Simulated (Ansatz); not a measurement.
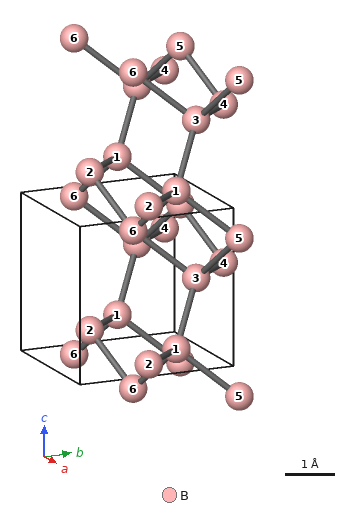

This is the input geometry for a relaxation of solid B (a generated structure, set up in Cmme) (coarse preliminary run). Style: ball-and-stick. Shown: the cell of the calculation, repeated 2 × 1 × 2 with one cell outlined, slightly off an axis.

Level of theory: DFT PBE, scalar-relativistic, plane waves, PAW in Ansatz.

Input file:
```yaml
crystal:
  lattice:
    - [2.33254127, -2.86221787, 0.0]
    - [2.33254127, 2.86221787, 0.0]
    - [0.0, 0.0, 3.33065574]
  atoms:
    - { symbol: B, position: [0.60399741, 0.39600259, 0.31018494] }
    - { symbol: B, position: [0.89600259, 0.10399741, 0.31018494] }
    - { symbol: B, position: [0.39600259, 0.60399741, 0.68981506] }
    - { symbol: B, position: [0.10399741, 0.89600259, 0.68981506] }
    - { symbol: B, position: [0.75, 0.75, 0.0] }
    - { symbol: B, position: [0.25, 0.25, 0.0] }
basis:
  ecutwfc: 420
kpoints:
  mp_grid: { grid: [6, 6, 6] }
hamiltonian:
  xc: pbe
scf:
  occupations: { method: gaussian, width: 0.1 }
  lower_state_search: "off"
output:
  forces: true
  stress: true
  eigenvalues: true
relax:
  adjacent_minimum: "off"
  f_tol: 0.04
  max_steps: 70
  cell: { stress_tol: 0.4 }
```

Run as
```bash
ansatz run input.yaml --threads 1 --pin off --max-ram 2560MiB --backend cpu --events-out ev --progress --plain --runs-dir out
```

What does the optimiser find from here?

The largest moves relative to the cell, 0.23 Å, are those of B1, B2, B3 and B4. B4 goes along [−1 1 2]. Cell: a = b 3.692 → 3.912 Å (+5.9 %), c 3.331 → 3.134 Å (−5.9 %), γ 101.6° → 82.0°. Volume +6.8 %. Among the contacts that change: B5–B6 2.333 → 2.951 Å, B1–B3 2.385 → 1.769 Å, B1–B2 1.672 → 1.764 Å, B1–B5 1.668 → 1.720 Å. Bond angles that change, for instance: B1–B6–B3 91.3° → 61.9°, B5–B1–B6 88.7° → 118.1°, B1–B6–B2 103.5° → 125.5°. The space group stays Cmme (No. 67). After 11 accepted moves (13 points after the start) the energy has fallen by 681 meV per atom. The largest force component goes from 1.1 to 0.0068 eV/Å. The pressure goes from 28.15 to −0.20 GPa. The SCF was repeated twice at an unchanged geometry on a basis and grid sized afresh for the cell, which shifted the energy by 15.3 meV per atom at most. The run took 36 s on 1 thread of Arm Neoverse V1, with other jobs on the host, peak memory 0.31 GiB.

History of the run:

```tsv
step	E − E(0), meV/atom	largest force component, eV/Å	pressure, GPa	volume, Å³/atom	note
0	0.00	1.1169	28.15	7.412	
1	-193.27	1.1637	13.46	7.797	
2	-325.73	0.5425	3.54	8.051	
3	-359.03	0.5585	-1.79	8.194	
4	-413.90	0.9847	-4.76	8.248	
5	-488.71	1.2306	-7.65	8.247	
6	-600.32	1.1397	-7.96	8.127	
7	-648.92	0.4265	-4.10	7.957	
8	-662.02	0.1195	2.15	7.833	
9	-665.23	0.0968	-0.58	7.875	
10	-665.67	0.0072	-0.08	7.869	
11	-680.95	0.0144	1.31	7.869	same geometry, new basis
12	-681.27	0.0068	-0.20	7.916	
13	-681.38	0.0068	-0.20	7.916	same geometry, new basis
```

The structure at the end:

```
CELL_PARAMETERS angstrom
2.95127 -2.56727 0.00000
2.95127 2.56727 0.00000
0.00000 0.00000 3.13442
ATOMIC_POSITIONS crystal
B 0.57821 0.42179 0.25148
B 0.92179 0.07821 0.25148
B 0.42179 0.57821 0.74852
B 0.07821 0.92179 0.74852
B 0.75000 0.75000 0.00000
B 0.25000 0.25000 0.00000
```

The end point in the same view:

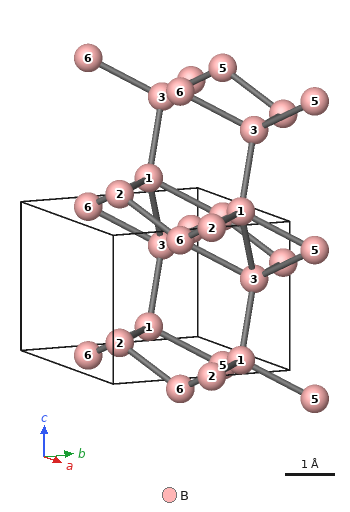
